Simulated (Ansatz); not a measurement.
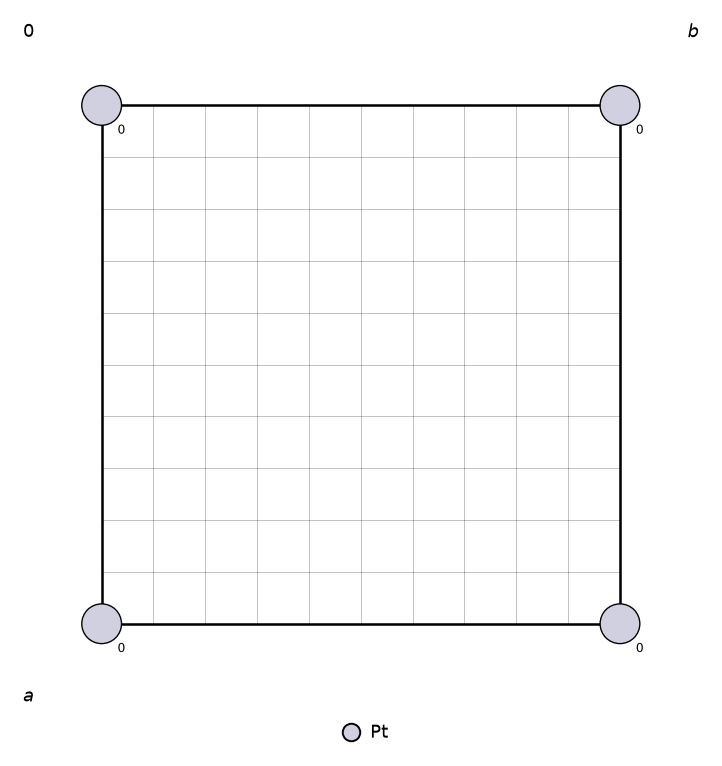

Plan of a unit cell projected along c (a down the page, b across); the numbers are heights as fractions of c, and atoms on the cell's edges are repeated. The grid marks tenths of a and b. Source: the input geometry of an electronic-structure calculation (not necessarily at equilibrium); the starting structure was generated, so it need not be a known form of this composition. All values are computed from the atomic coordinates in the standard setting (tolerance 0.002 Å).

a = 2.570 Å, b = 2.570 Å, c = 2.570 Å, α = 90.00°, β = 90.00°, γ = 90.00°.

Question: What does the cell contain?

Answer: 1 Pt: Pt, Z = 1.

Question: Which space group?

Answer: Pm-3m, No. 221, primitive cubic.

Question: Give the independent sites, coordinates to two places.

Answer:
```csv
atom,site,symmetry,x,y,z
Pt,1a,m-3m,0.00,0.00,0.00
```
